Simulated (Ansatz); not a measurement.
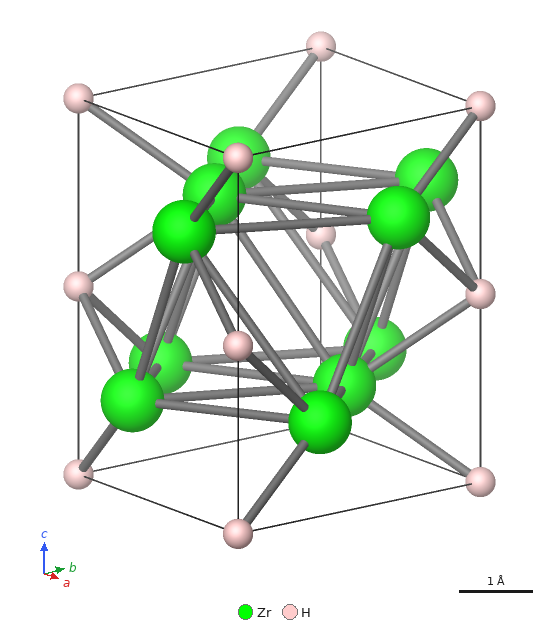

Crystal structure, ball-and-stick style, seen slightly off an axis. The edges of the conventional unit cell are marked. Cell: a = 5.60 Å, b = 5.60 Å, c = 5.27 Å, α = 90.00°, β = 90.00°, γ = 120.00°.

Source of the structure: a structure type filled with these elements by a generator (whether the compound takes this form wasn't checked). Earlier steps of the study, as a rule a relaxation of our own, may have changed the cell and positions, so they can lie some per cent off the listed ones. Ansatz was used for an electronic-structure calculation on it.

Question: Summary of the structure:

Answer: The material is Zr3H. The structure has P6_3/mcm (No. 193) symmetry and a primitive hexagonal lattice. It has 8 atoms to the cell (6 Zr, 2 H). By contacts within bonding range, the coordination numbers are Zr 14 and H 6.

The calculation used DFT PBEsol, scalar-relativistic, plane waves, PAW (Ansatz), with wavefunction cutoff 420 eV, Brillouin-zone sampling on a 12×12×8 mesh, Gaussian smearing of 0.1 eV, no spin polarisation.

Question: What does the calculation say: metal or gapped?

Answer: A metal: bands cross the Fermi level.

Question: How charged are the atoms, by the Bader scheme?

Answer: Zr +0.22 e; H -0.67 e.

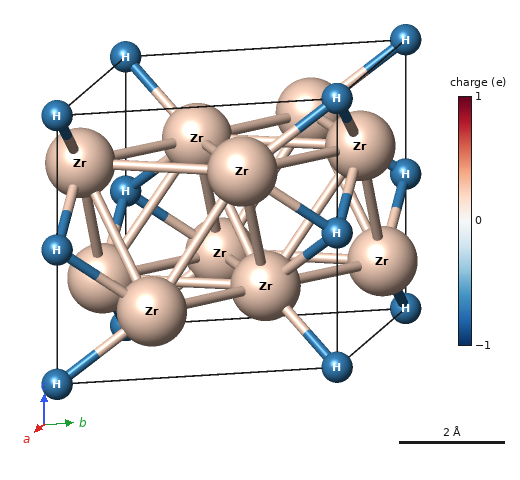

The atoms coloured by those charges. The run's cell of 8 atoms is drawn.

Question: Can this geometry be taken as optimised?

Answer: No. The largest force is 0.03 eV/Å. The pressure is -3.8 GPa, so the cell would contract.
